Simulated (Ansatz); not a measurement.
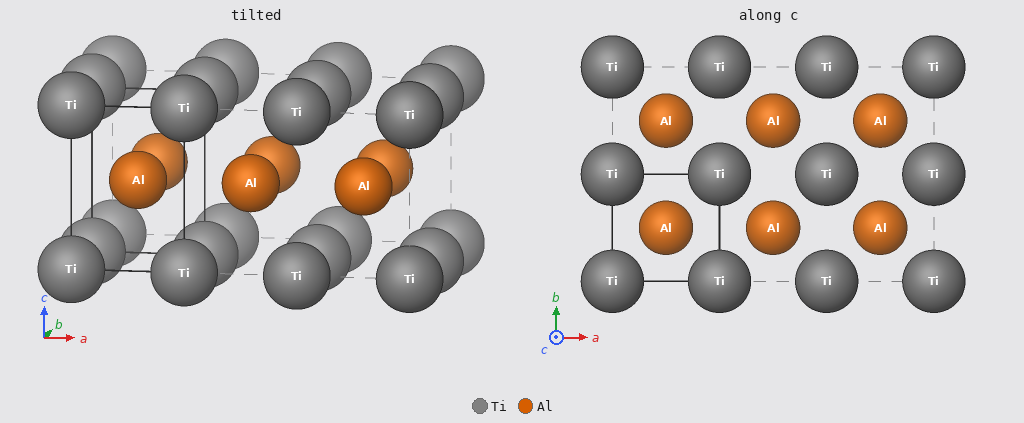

Shown here is a spheres-only view of the crystal, taken slightly off an axis and along the c axis. One conventional unit cell is drawn solid; the view covers 3×2×1 cells. Cell: a = 2.808 Å, b = 2.808 Å, c = 4.074 Å, α = 90.00°, β = 90.00°, γ = 90.00°.

Characterise what is shown.

The formula is TiAl. Space group P4/mmm (No. 123), lattice primitive tetragonal. In terms of structure types, this is CuAu (L1₀) type. The cell has 2 atoms, namely 1 Ti, 1 Al. Each Ti has eight Al and four Ti in a cuboctahedral arrangement (about 2.8 Å to Al, 2.8 Å to Ti). Al bonds to eight Ti and four Al in a cuboctahedral arrangement (about 2.8 Å to Ti, 2.8 Å to Al).

The cell started as a structure listed in the Materials Project. The picture shows the end point of a geometry optimisation with Ansatz 0.2.0, DFT r2SCAN, scalar-relativistic, plane waves, PAW.
